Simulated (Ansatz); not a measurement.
Cell and atoms:

Space group I4/mmm (No. 139). a = 6.581 Å, b = 6.581 Å, c = 3.812 Å, α = 90.00°, β = 90.00°, γ = 90.00°
```tsv
atom	site	symmetry	x	y	z
Si	8h	m.2m	0.1790	0.1790	0.0000
```

**What crystal do these data define?**

The element is silicon. The lattice is body-centred tetragonal and the space group I4/mmm (No. 139). The cell holds eight atoms. The neighbours of Si are four Si in a distorted tetrahedral arrangement at 2.32 to 2.36 Å. The bonds build a three-dimensional framework.

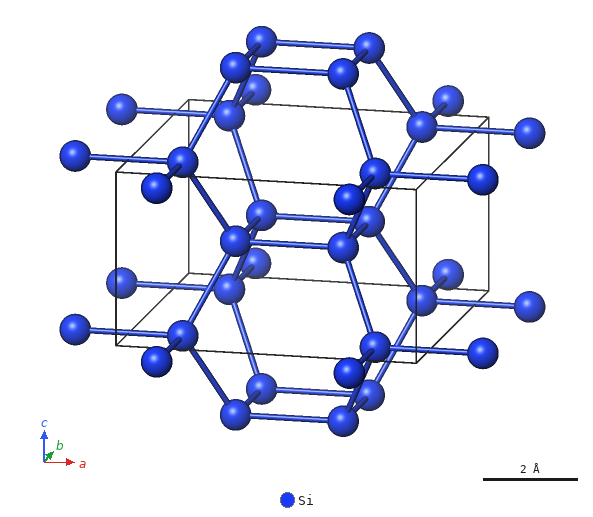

The image is a ball-and-stick drawing of a crystal, viewed slightly off an axis. One conventional unit cell is framed, with atoms on its boundary repeated. Bonded atoms from the next cells complete the picture. Colours: silicon blue.

It derives from a structure listed in the Materials Project. It was relaxed at fixed volume with Ansatz 0.2.0, DFT r2SCAN, scalar-relativistic, plane waves, PAW.
